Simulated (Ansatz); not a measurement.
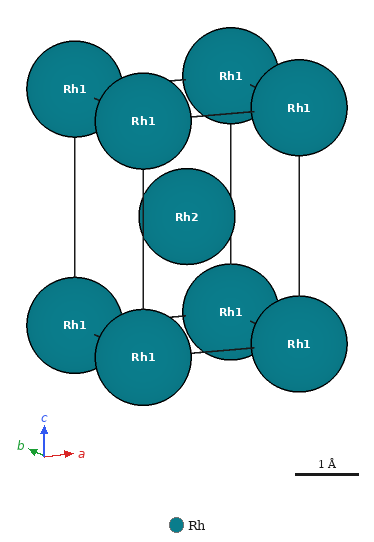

Fig. 1: The structure (spheres-only view of the reduced cell, seen slightly off an axis; atoms are numbered from 1 in the order of the input).

**Rh: a failed or faulty run and its cure**

System: Rh (I4/mmm, 2 atoms in the cell).
Method of the first run: DFT, r2SCAN, plane waves, PAW (Ansatz 0.2.0).

The structure derives from a Materials Project entry. Text and figures count atoms from 1; the logs count them from 0 in places.

## Input file, the first run
```yaml
crystal:
  lattice:
    - [3.8492788677, 0.0, -1.0e-10]
    - [0.0, 3.8492788677, 0.0]
    - [-1.9246394338, 0.0, 1.8784113878]
  atoms:
    - { symbol: Rh, position: [0.0, 0.0, 0.0] }
    - { symbol: Rh, position: [0.5, 0.5, 0.0] }
basis:
  ecutwfc: "20 eV"
kpoints:
  mp_grid: { grid: [9, 9, 18] }
hamiltonian:
  xc: r2scan
scf:
  occupations: { method: gaussian, width: 0.1 }
  max_iter: 80
output:
  forces: true
  eigenvalues: true
  stress: true
```

Launched with:
```bash
ansatz run input.yaml --threads 8 --pin off --max-ram 20480MiB --backend cpu --events-out ev --progress --plain --runs-dir out
```

Hardware: 8 threads of Intel Xeon @ 2.70GHz, 189 GiB of memory available, shared host.

## Output (the first run)
```
Error: inconsistent input (basis.ecutwfc, kpoints): the smallest per-k basis holds n_pw = 2 plane waves (k-point 40, counted from 0 among those solved) but the deck needs at least 18 band(s) per channel, and no run solves more bands than the smallest per-k basis has plane waves; raise basis.ecutwfc until the smallest per-k basis, which caps the automatic band count, holds at least 18 plane waves
```

Q: What went wrong, and how is the input to be mended?

A: A setting was made wrong on purpose: a cutoff far too low (`basis.ecutwfc`). The plane-wave basis is far from complete, so energies, forces and above all the stress are wrong. The program refused the input: “inconsistent input (basis.ecutwfc, kpoints): the smallest per-k basis holds n_pw = 2 plane waves (k-point 40, counted from 0 among those solved) but the deck needs at least 18 band(s) per channel, and no run solves more bands than the smallest per-k basis has plane waves …”

A run of the same system that converges differs from this input as follows (lines with − go, lines with + come):
```diff
-  ecutwfc: "20 eV"
+  ecutwfc: 500
-  max_iter: 80
```

## Output, shortened to warnings, some set-up lines, iterations and results (the second run)
```
Basis set: ecut = 500 eV, 691 PW (Γ), exchange–correlation on 120×120×80 points (64 copies of the dense FFT grid, shifted against one another)
Symmetry: 16 space group operations
k-points: 250 of 1458
Initial density: superposition of atomic densities (neutral atoms: chi_scale 0, normalization atom), corrected by the library's trained network
[...]
SCF iter   1: F=—  HF=-12830.516252 eV  |F-HF|=—  |Δ(HF+E_count)|=         —  Δρ=1.03e-2  dr2=7.74e-3  dr2_τ=1.88e-2  ethr=1.77e-3  ⟨swp⟩=5.0  Hψ=21418  notcnv=0
SCF iter   2: F=—  HF=-12830.538450 eV  |F-HF|=—  |Δ(HF+E_count)|=   2.22e-2  Δρ=6.46e-3  dr2=3.97e-3  dr2_τ=4.67e-4  ethr=2.28e-5  ⟨swp⟩=2.0  Hψ=9750  notcnv=0  defer=12
SCF iter   3: F=—  HF=-12830.539645 eV  |F-HF|=—  |Δ(HF+E_count)|=   1.20e-3  Δρ=2.21e-3  dr2=1.21e-3  dr2_τ=1.50e-4  ethr=1.17e-5  ⟨swp⟩=2.0  Hψ=7509  notcnv=0  defer=12
SCF iter   4: F=—  HF=-12830.539320 eV  |F-HF|=—  |Δ(HF+E_count)|=   3.25e-4  Δρ=4.29e-4  dr2=1.28e-5  dr2_τ=1.71e-5  ethr=3.55e-6  ⟨swp⟩=2.9  Hψ=9433  notcnv=0  defer=12
SCF iter   5: F=—  HF=-12830.539326 eV  |F-HF|=—  |Δ(HF+E_count)|=   5.51e-6  Δρ=1.21e-4  dr2=8.84e-7  dr2_τ=5.02e-7  ethr=3.78e-8  ⟨swp⟩=2.9  Hψ=10619  notcnv=0  defer=12
SCF iter   6: F=-12830.539327 eV  HF=-12830.539327 eV  |F-HF|=4.09e-9  |Δ(HF+E_count)|=   1.46e-6  Δρ=8.28e-6  dr2=1.07e-8  dr2_τ=4.25e-9  ethr=2.94e-10  ⟨swp⟩=6.4  Hψ=23797  …
SCF 1 converged in 6 iterations: F = -12830.539327 eV  dr2 = 1.07e-8
SCF converged after 6 iterations
Free energy (F): -12830.539327 eV
Harris-Foulkes:  -12830.539327 eV  (|F-HF|=4.09e-9)
Internal energy: -12830.526308 eV  (E = F + TS)
E sigma→0 (E₀):  -12830.532817 eV
Entropy (-TS):   -0.013020 eV (-6.510 meV/atom)
Fermi energy:    21.848443 eV
--- Per-component energies (eV) ---
  E_band       = -215.149214
  E_kinetic    = 1145.435034
  E_local      = -3157.822307  (includes V_loc(G=0)·N_el)
  E_nonlocal   = 710.688209
  E_hartree    = 1110.599883
  E_xc         = -433.285095
  E_vxc        = -627.754951  (∫ρ·V_xc dr)
  E_paw        = -7208.364738  (= ΣΔE_a)
  E_vpaw       = -549.368718  (= ΣTr[D̂ρ^β])
  E_aug_tail   = 0.001318  (compensation charges beyond the density's cutoff)
  E_vtau       = 42.476036  (kinetic-family band-sum trace: ∫τ·v_τ [+ j·A + Jᵃ·Aᵃ] dr)
  E_ewald      = -4997.038692
  E_core_change = -0.739919  (= ΣΔE_core)
  E_smearing   = -0.013020  (= −TS)
  E_closure    = 0.000000  (closes the sum)
  Σ components = -12830.539327   (vs F -12830.539327, Δ=0.00e0)
--- Forces (eV/Å), atoms counted from 1 ---
  atom   1  Rh     0.00000000     0.00000000     0.00000000
  atom   2  Rh    -0.00000000     0.00000000     0.00000000
  max |Σ_I F_I| component: 1.89e-29 eV/Å
--- Stress (GPa, compression-positive) ---
       -5.755979      -0.000000       0.000000
       -0.000000      -5.755982       0.000000
        0.000000       0.000000      -0.008370
  P = ⅓ Tr σ = -3.8401 GPa (-38.401 kbar)
```

## The two runs side by side

```csv
quantity,the first run,the second run
outcome,refused,converged
free energy per atom (eV),–,−6415.2697
gap on the mesh (eV),–,0.00
pressure (GPa),–,−3.84
volume per atom (Å³),–,13.92
largest force (eV/Å),–,0.000
SCF iterations,–,6
irreducible k-points,–,250
plane waves at Γ,–,691
```
